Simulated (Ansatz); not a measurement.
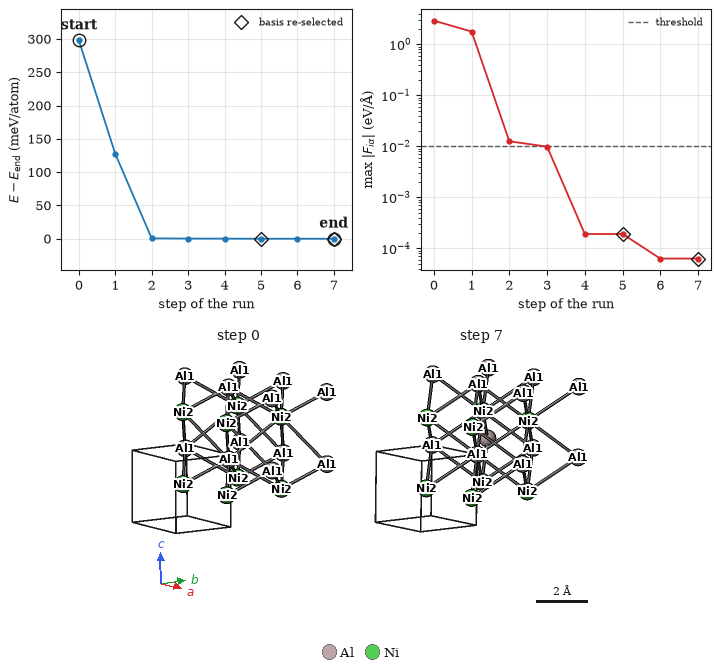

First and last geometry of a relaxation of crystalline AlNi (set up in P1), with the history of the run. The picture is a ball-and-stick view of the cell of the calculation, reduced to other axes, repeated 2 × 2 × 2 with one cell outlined, seen from a free direction. Lengths and directions refer to the drawn axes.

Case: all atoms moved at random, sigma 0.25 Å for each component, cell strained at random, sigma 0.03; relaxed back.

All numbers below come from Ansatz 0.2.0, DFT PBEsol, scalar-relativistic, plane waves, PAW. Set-up: plane-wave cutoff 420 eV; k-point mesh 12 × 12 × 12; occupations gaussian; smearing width 0.15 eV; no spin polarisation; cell and atoms relaxed; force threshold 0.01 eV/Å; at most 80 steps.

### Read the history and describe the run.

It converged. The largest moves relative to the cell, 0.19 Å, are those of Al1 and Ni2. Al1 goes roughly along [0 1 3]. Largest moves by element: Al 0.19 Å, Ni 0.19 Å. Cell: a 2.801 → 2.862 Å (+2.2 %), b 2.849 → 2.863 Å (+0.5 %), c 2.908 → 2.863 Å (−1.5 %), α 90.3° → 90.0°, β 92.8° → 90.0°, γ 91.5° → 90.0°. Volume +1.2 %. Among the contacts that change: Al1–Ni2 2.105 → 2.479 Å, Al1–Ni2 (another image) 2.802 → 2.479 Å, Al1–Ni2 (another image) 2.723 → 2.479 Å, Al1–Ni2 (another image) 2.283 → 2.479 Å. The space group (tolerance 0.01 Å) goes from P1 (No. 1) to Pm-3m (No. 221). After 5 accepted moves (7 points after the start) the energy has fallen by 298 meV per atom. Largest force component: 2.9 eV/Å at the start, under 0.0001 eV/Å at the end. The pressure goes from 14.17 to 0.00 GPa. At 2 points the geometry stayed and the basis and grid were re-selected for the new cell (energy shift of 0.1 meV per atom at most each time). The run took 120 s on 1 thread of Intel(R) Xeon(R) 6975P-C (Granite Rapids) (shared host), peak memory 0.72 GiB.
